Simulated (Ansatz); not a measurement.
# Geometry relaxation of Ge₂Sb₂Te₅ (part 1 of 2)

- system: Ge₂Sb₂Te₅ (P-3m1, 9 atoms in the cell)
- method: DFT PBEsol, scalar-relativistic, plane waves, PAW, no spin polarisation (Ansatz 0.2.0)

The structure derives from a Materials Project entry.

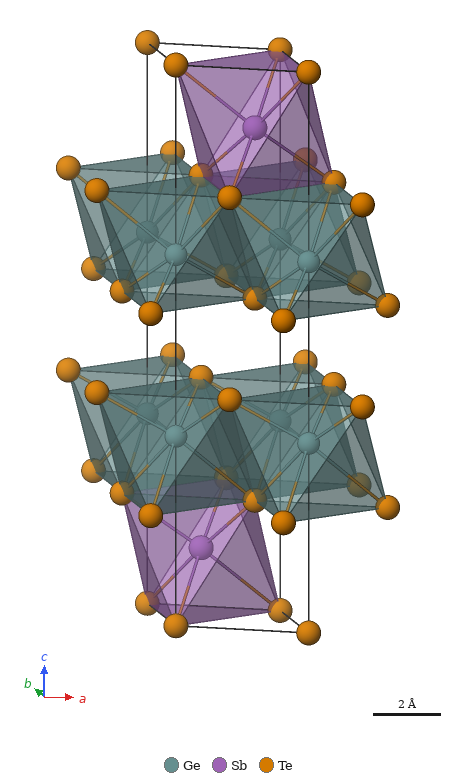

Fig. 1: The input geometry (polyhedral view of the cell of the calculation, seen slightly off an axis; polyhedra are completed across the faces of the cell). An atom can appear more than once, as a periodic image.

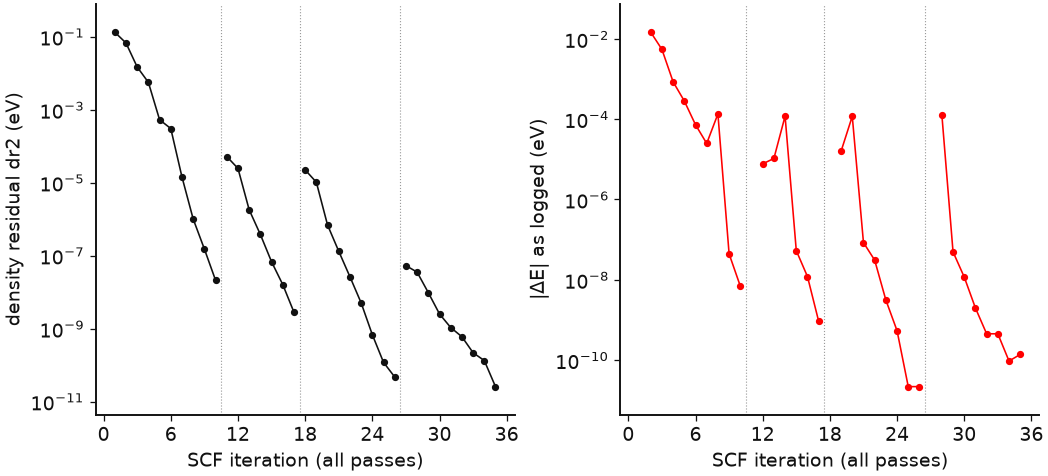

Fig. 2: Convergence of the self-consistent field: density residual dr2 and size of the energy change against the SCF iteration. The dotted lines part the SCF passes of the relaxation: geometry steps, rejected trials and re-solves on a re-selected basis. The passes take 10, 7, 9 and 9 iterations.

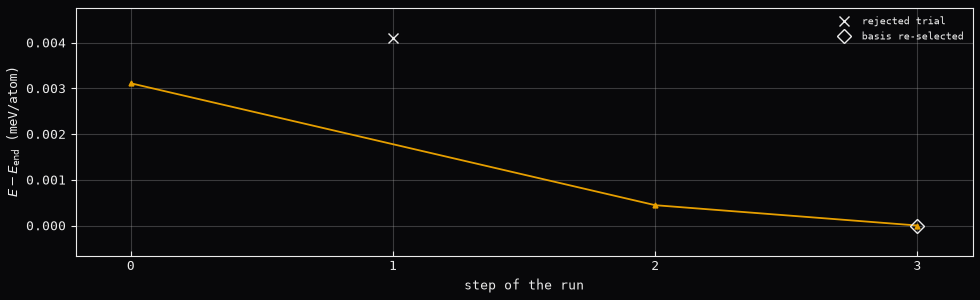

Fig. 3: Progress of the relaxation, step by step (the first geometry is step 0 here and step 1 in the log). No atom moves by more than 0.005 Å relative to the cell. The space group stays P-3m1 (No. 164). After 2 geometry steps the energy has fallen by next to nothing (0.0 meV per atom). The largest force component goes from 0.0084 to 0.00074 eV/Å. The pressure goes from 0.00 to 0.00 GPa. The line search rejected the trial step at point 1 (counted from 0) and went back. A last SCF at the same geometry on a re-selected plane-wave basis shifts the energy by next to nothing (0.0 meV per atom).

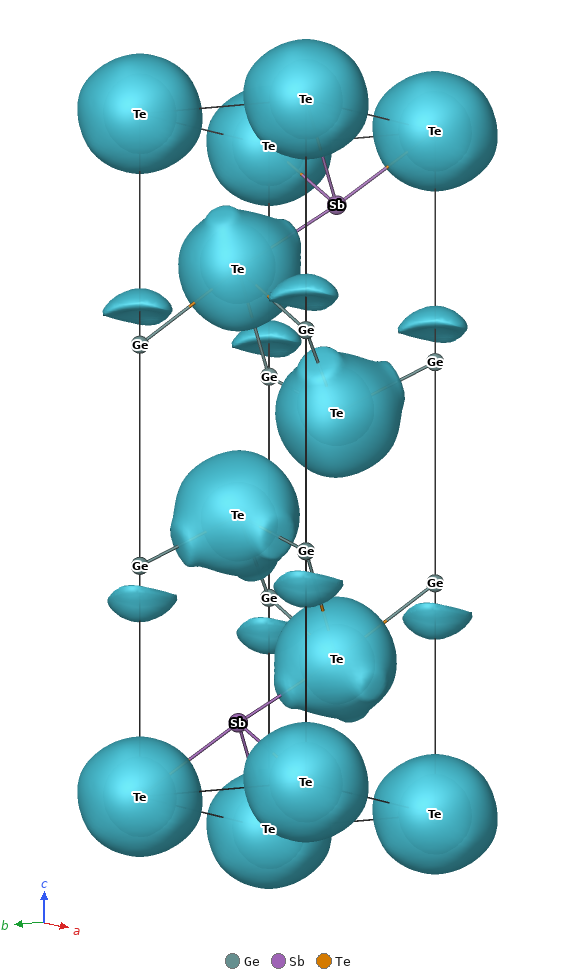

Fig. 4: Isosurface of the electron localisation function at 0.5 (cyan), seen at an oblique angle. Core shells and regions of very low density are left out. Sticks mark near contacts. The outline is the cell set on symmetry axes. Profiles from the grid: Ge–Te (2.81 Å): the ELF is about 0.70 at the midpoint. Sb–Te (2.99 Å): the ELF is about 0.60 at the midpoint. In a PAW calculation such maps are meaningful between the atoms, not at the nuclei.

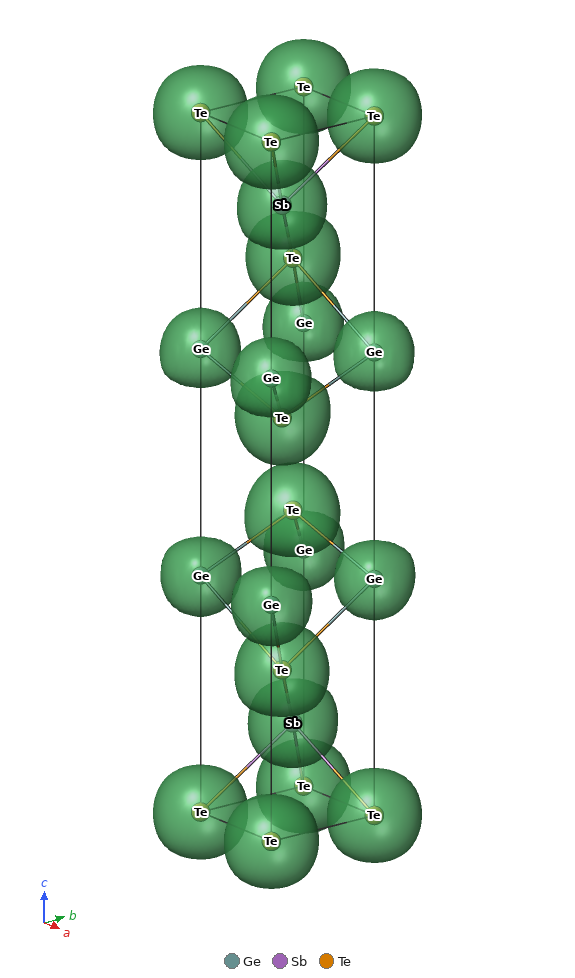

Fig. 5: Isosurface of the valence pseudo-density at 0.4 e/Å³ (green), seen slightly off an axis. Sticks mark near contacts. The outline is the cell set on symmetry axes. At this value the density breaks into separate islands; it holds about 80 % of the electrons treated as valence (semicore included). It is pinched off along the Ge–Te (2.81 Å), Sb–Te (2.99 Å), Sb–Te (3.14 Å) and Ge–Te (3.17 Å) contacts. On the grid the lowest density along these lines, outside the cores, is 0.35 e/Å³ (Ge–Te, 2.81 Å), 0.31 e/Å³ (Sb–Te, 2.99 Å), 0.24 e/Å³ (Sb–Te, 3.14 Å) and 0.18 e/Å³ (Ge–Te, 3.17 Å).

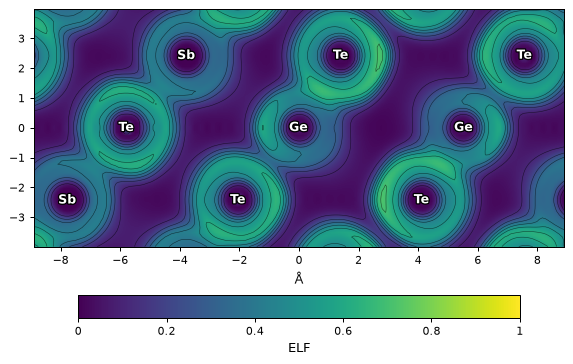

Fig. 6: Electron localisation function on the (110) plane of the conventional cell. The section cuts through Ge, Sb and Te sites. Ge–Te (2.81 Å): the ELF is about 0.70 at the midpoint. Sb–Te (3.14 Å): the ELF is about 0.45 at the midpoint. Ge–Te (3.17 Å): the ELF peaks at about 0.60 in the valence shell of Te, 1.2 Å from its nucleus, and drops to about 0.35 between the two atoms.

The input that produced these results follows, with the program's output.

**Input file**
```yaml
crystal:
  lattice:
    - [4.2024603773, 0.0, 0.0]
    - [-2.1012301886, 3.6394374452, 0.0]
    - [0.0, 0.0, 17.099971098]
  atoms:
    - { symbol: Ge, position: [0.0, 0.0, 0.3380946603] }
    - { symbol: Ge, position: [0.0, 0.0, 0.6619053397] }
    - { symbol: Sb, position: [0.3333333333, 0.6666666667, 0.1167361506] }
    - { symbol: Sb, position: [0.6666666667, 0.3333333333, 0.8832638494] }
    - { symbol: Te, position: [0.0, 0.0, 0.0] }
    - { symbol: Te, position: [0.3333333333, 0.6666666667, 0.7810730413] }
    - { symbol: Te, position: [0.6666666667, 0.3333333333, 0.2189269587] }
    - { symbol: Te, position: [0.3333333333, 0.6666666667, 0.4207070946] }
    - { symbol: Te, position: [0.6666666667, 0.3333333333, 0.5792929054] }
basis:
  ecutwfc: 420
kpoints:
  mp_grid: { grid: [12, 12, 2] }
hamiltonian:
  xc: pbesol
scf:
  occupations: { method: gaussian, width: 0.1 }
output:
  forces: true
  stress: true
  eigenvalues: true
  write_density: true
  write_potential: true
  elf: true
  volumetric_format: npy
relax:
  adjacent_minimum: "off"
  f_tol: 0.005
  max_steps: 80
  cell: { stress_tol: 0.05 }
```

Launch command:
```bash
ansatz run input.yaml --threads 2 --pin off --max-ram 5120MiB --backend cpu --events-out ev --progress --plain --runs-dir out
```

**Log**
```
Engine: ansatz 0.2.0, x86_64-unknown-linux-gnu
Pseudopotentials: kind: paw
Pseudopotential: Ge, paw, valence charge 14, recommended cutoff 420 eV (normal), Ge.paw.azcp
Pseudopotential: Sb, paw, valence charge 15, recommended cutoff 420 eV (normal), Sb.paw.azcp
Pseudopotential: Te, paw, valence charge 16, recommended cutoff 420 eV (normal), Te.paw.azcp
Functional definition: PBEsol
  exchange = pbesol_x
  correlation = pbesol_c
Crystal: 9 atoms, lattice volume = 261.537 Å³
Basis set: ecut = 420 eV, 5019 PW (Γ), exchange–correlation on 60×60×240 points (8 copies of the dense FFT grid, shifted against one another)
Bands: 83, of which v1, the nominal top of the filled ones, is band 69 counted from 1 (68 counted from 0)
Symmetry: 12 space group operations
Space group: P-3m1 (ITA 164), of the structure as read, at distance tolerance 6.4e-5 Å
k-points: 38 of 288
Non-local potential: Ge, projectors of the file, l = 0: 2, l = 1: 2, l = 2: 3, l = 3: 1
Non-local potential: Sb, projectors of the file, l = 0: 2, l = 1: 2, l = 2: 2, l = 3: 2
Non-local potential: Te, projectors of the file, l = 0: 2, l = 1: 2, l = 2: 2, l = 3: 2
PAW form: soft (Blöchl's): semilocal exchange-correlation on the pseudo side does not see the compensation charge
PAW frozen core: Ge, regenerated for the run's functional, and the local potential with it (the file was generated under x = pbe(κ = 0.804, μ = 0.2195149727645171), c = pbe(β = 0.06672455060314922))
PAW frozen core: Sb, regenerated for the run's functional, and the local potential with it (the file was generated under x = pbe(κ = 0.804, μ = 0.2195149727645171), c = pbe(β = 0.06672455060314922))
PAW frozen core: Te, regenerated for the run's functional, and the local potential with it (the file was generated under x = pbe(κ = 0.804, μ = 0.2195149727645171), c = pbe(β = 0.06672455060314922))
PAW one-centre angular grid: Ge, 590 points (default); XC on 64 Gauss nodes
PAW one-centre angular grid: Sb, 590 points (default); XC on 64 Gauss nodes
PAW one-centre angular grid: Te, 590 points (default); XC on 64 Gauss nodes
Initial density: superposition of atomic densities (neutral atoms: chi_scale 0, normalization atom), corrected by the library's trained network
Initial wavefunctions: pseudopotential atomic-orbital guess
Functional: x = pbesol(κ = 0.804, μ = 0.12345679012345678), c = pbesol(β = 0.046)
SCF iter   1: F=—  HF=-55831.562217 eV  |F-HF|=—  |Δ(HF+E_count)|=         —  Δρ=2.87e-3  dr2=1.33e-1  ethr=1.77e-3  ⟨swp⟩=7.2  Hψ=12438  notcnv=0  defer=8
preconditioner: auto → Kerker (q_TF=auto, 2.453 Å⁻¹)  [metal: Δε(μ)=0.023 eV  Ē_g=8.425 eV  σ=0.100 eV  W_gap=0.13  n_scr=66 (ndim 8)  ℏωp=15.9 eV  f_vac=0.009  D(μ)=1.17/eV (n_scr^D=4)]
SCF iter   2: F=—  HF=-55831.547530 eV  |F-HF|=—  |Δ(HF+E_count)|=   1.47e-2  Δρ=1.71e-3  dr2=6.73e-2  ethr=9.61e-5  ⟨swp⟩=1.6  Hψ=3704  notcnv=0  defer=11
SCF iter   3: F=—  HF=-55831.542053 eV  |F-HF|=—  |Δ(HF+E_count)|=   5.48e-3  Δρ=5.39e-4  dr2=1.48e-2  ethr=4.87e-5  ⟨swp⟩=1.9  Hψ=3257  notcnv=0  defer=11
SCF iter   4: F=—  HF=-55831.541200 eV  |F-HF|=—  |Δ(HF+E_count)|=   8.53e-4  Δρ=3.65e-4  dr2=5.60e-3  ethr=1.07e-5  ⟨swp⟩=2.0  Hψ=3288  notcnv=0  defer=11
SCF iter   5: F=—  HF=-55831.540916 eV  |F-HF|=—  |Δ(HF+E_count)|=   2.84e-4  Δρ=2.02e-4  dr2=5.30e-4  ethr=4.06e-6  ⟨swp⟩=2.0  Hψ=3629  notcnv=0  defer=11
SCF iter   6: F=—  HF=-55831.540843 eV  |F-HF|=—  |Δ(HF+E_count)|=   7.28e-5  Δρ=1.07e-4  dr2=3.04e-4  ethr=3.84e-7  ⟨swp⟩=2.1  Hψ=4191  notcnv=0  defer=11
SCF iter   7: F=—  HF=-55831.540818 eV  |F-HF|=—  |Δ(HF+E_count)|=   2.49e-5  Δρ=4.54e-5  dr2=1.43e-5  ethr=2.20e-7  ⟨swp⟩=1.6  Hψ=2960  notcnv=0  defer=11
SCF iter   8: F=—  HF=-55831.540683 eV  |F-HF|=—  |Δ(HF+E_count)|=   1.35e-4  Δρ=1.47e-5  dr2=1.01e-6  ethr=1.04e-8  ⟨swp⟩=2.0  Hψ=4347  notcnv=0  defer=13
SCF iter   9: F=—  HF=-55831.540683 eV  |F-HF|=—  |Δ(HF+E_count)|=   4.41e-8  Δρ=5.31e-6  dr2=1.52e-7  ethr=7.30e-10  ⟨swp⟩=2.0  Hψ=4591  notcnv=0  defer=13
SCF iter  10: F=-55831.540683 eV  HF=-55831.540683 eV  |F-HF|=1.06e-8  |Δ(HF+E_count)|=   6.96e-9  Δρ=1.92e-6  dr2=2.11e-8  ethr=7.25e-11  ⟨swp⟩=15.3  Hψ=23867  notcnv=0
SCF 1 converged in 10 iterations: F = -55831.540683 eV  dr2 = 2.11e-8
  greatest PAW one-centre occupation: 0.998 electrons in one spin orbital (limit 2), on the Ge atom at site 1 (counted from 0), in its partial waves of l = 2
relax step   1: F+E_penalty+E_count = -55831.54068317 eV  Δ(F+E_penalty+E_count) = +0.000e0 eV  max|allowed force component| = 8.404e-3 eV/Å  Δτ_max = 0.0000 Å  P = +0.001 GPa  Ω = 261.537 Å³  (10 SCF iters, dr2 threshold 1.00e-7 eV, accepted)
Crystal: 9 atoms, lattice volume = 261.566 Å³
Basis set: ecut = 420 eV, 5031 PW (Γ), exchange–correlation on 60×60×240 points (8 copies of the dense FFT grid, shifted against one another)
Initial density: handed on by an earlier stage of this run
Initial wavefunctions: those handed on with the density
iter 1 solved again at ethr=3.81e-8 eV; its pass at ethr=3.10e-3 eV (dr2=5.26e-5 eV) is discarded
SCF iter   1: F=—  HF=-55831.540812 eV  |F-HF|=—  |Δ(HF+E_count)|=         —  Δρ=5.57e-5  dr2=5.20e-5  ethr=3.81e-8  ⟨swp⟩=2.9  Hψ=13433  notcnv=0
preconditioner: auto → Kerker (q_TF=auto, 2.452 Å⁻¹)  [metal: Δε(μ)=0.013 eV  Ē_g=8.429 eV  σ=0.100 eV  W_gap=0.07  n_scr=66 (ndim 8)  ℏωp=15.9 eV  f_vac=0.006  D(μ)=1.30/eV (n_scr^D=4)]
SCF iter   2: F=—  HF=-55831.540804 eV  |F-HF|=—  |Δ(HF+E_count)|=   7.73e-6  Δρ=3.60e-5  dr2=2.46e-5  ethr=3.77e-8  ⟨swp⟩=1.0  Hψ=3154  notcnv=0
SCF iter   3: F=—  HF=-55831.540793 eV  |F-HF|=—  |Δ(HF+E_count)|=   1.05e-5  Δρ=1.18e-5  dr2=1.81e-6  ethr=1.78e-8  ⟨swp⟩=1.9  Hψ=3435  notcnv=0
SCF iter   4: F=—  HF=-55831.540674 eV  |F-HF|=—  |Δ(HF+E_count)|=   1.19e-4  Δρ=6.67e-6  dr2=3.80e-7  ethr=1.31e-9  ⟨swp⟩=2.0  Hψ=4447  notcnv=0
SCF iter   5: F=—  HF=-55831.540674 eV  |F-HF|=—  |Δ(HF+E_count)|=   5.32e-8  Δρ=2.70e-6  dr2=6.79e-8  ethr=2.75e-10  ⟨swp⟩=2.0  Hψ=4446  notcnv=0
SCF iter   6: F=—  HF=-55831.540674 eV  |F-HF|=—  |Δ(HF+E_count)|=   1.20e-8  Δρ=1.44e-6  dr2=1.61e-8  ethr=4.92e-11  ⟨swp⟩=2.0  Hψ=4214  notcnv=0
SCF iter   7: F=-55831.540674 eV  HF=-55831.540674 eV  |F-HF|=2.11e-9  |Δ(HF+E_count)|=  9.24e-10  Δρ=4.03e-7  dr2=2.82e-9  ethr=3.20e-12  ⟨swp⟩=8.8  Hψ=17940  notcnv=0
SCF 2 converged in 7 iterations: F = -55831.540674 eV  dr2 = 2.82e-9
relax step   2: F+E_penalty+E_count = -55831.54067437 eV  Δ(F+E_penalty+E_count) = +8.791e-6 eV  max|allowed force component| = 1.473e-2 eV/Å  Δτ_max = 0.0019 Å  P = -0.011 GPa  Ω = 261.566 Å³  energy of the carried Pulay correction = -5.422e-6 eV  (7 SCF iters, dr2 threshold 4.41e-9 eV, rejected (line search))
Crystal: 9 atoms, lattice volume = 261.540 Å³
iter 1 solved again at ethr=1.64e-8 eV; its pass at ethr=3.10e-3 eV (dr2=2.26e-5 eV) is discarded
SCF iter   1: F=—  HF=-55831.540841 eV  |F-HF|=—  |Δ(HF+E_count)|=         —  Δρ=3.57e-5  dr2=2.24e-5  ethr=1.64e-8  ⟨swp⟩=2.4  Hψ=13367  notcnv=0
preconditioner: auto → Kerker (q_TF=auto, 2.453 Å⁻¹)  [metal: Δε(μ)=0.014 eV  Ē_g=8.430 eV  σ=0.100 eV  W_gap=0.08  n_scr=66 (ndim 8)  ℏωp=15.9 eV  f_vac=0.006  D(μ)=1.29/eV (n_scr^D=4)]
SCF iter   2: F=—  HF=-55831.540826 eV  |F-HF|=—  |Δ(HF+E_count)|=   1.59e-5  Δρ=2.29e-5  dr2=1.03e-5  ethr=1.62e-8  ⟨swp⟩=1.0  Hψ=3154  notcnv=0
SCF iter   3: F=—  HF=-55831.540707 eV  |F-HF|=—  |Δ(HF+E_count)|=   1.18e-4  Δρ=7.64e-6  dr2=6.92e-7  ethr=7.50e-9  ⟨swp⟩=1.8  Hψ=3385  notcnv=0
SCF iter   4: F=—  HF=-55831.540707 eV  |F-HF|=—  |Δ(HF+E_count)|=   8.44e-8  Δρ=4.58e-6  dr2=1.32e-7  ethr=5.01e-10  ⟨swp⟩=2.0  Hψ=4448  notcnv=0
SCF iter   5: F=—  HF=-55831.540707 eV  |F-HF|=—  |Δ(HF+E_count)|=   3.09e-8  Δρ=1.78e-6  dr2=2.64e-8  ethr=9.60e-11  ⟨swp⟩=2.0  Hψ=4449  notcnv=0
SCF iter   6: F=—  HF=-55831.540707 eV  |F-HF|=—  |Δ(HF+E_count)|=   3.13e-9  Δρ=8.88e-7  dr2=5.08e-9  ethr=1.91e-11  ⟨swp⟩=2.0  Hψ=4338  notcnv=0
SCF iter   7: F=—  HF=-55831.540707 eV  |F-HF|=—  |Δ(HF+E_count)|=  5.38e-10  Δρ=2.53e-7  dr2=6.81e-10  ethr=3.68e-12  ⟨swp⟩=2.0  Hψ=3746  notcnv=0
SCF iter   8: F=—  HF=-55831.540707 eV  |F-HF|=—  |Δ(HF+E_count)|=  2.18e-11  Δρ=9.45e-8  dr2=1.19e-10  ethr=1.00e-12  ⟨swp⟩=1.1  Hψ=3156  notcnv=0
SCF iter   9: F=-55831.540707 eV  HF=-55831.540707 eV  |F-HF|=4.37e-11  |Δ(HF+E_count)|=  2.18e-11  Δρ=4.19e-8  dr2=4.72e-11  ethr=1.00e-12  ⟨swp⟩=6.4  Hψ=13670  notcnv=0
SCF 3 converged in 9 iterations: F = -55831.540707 eV  dr2 = 4.72e-11
```
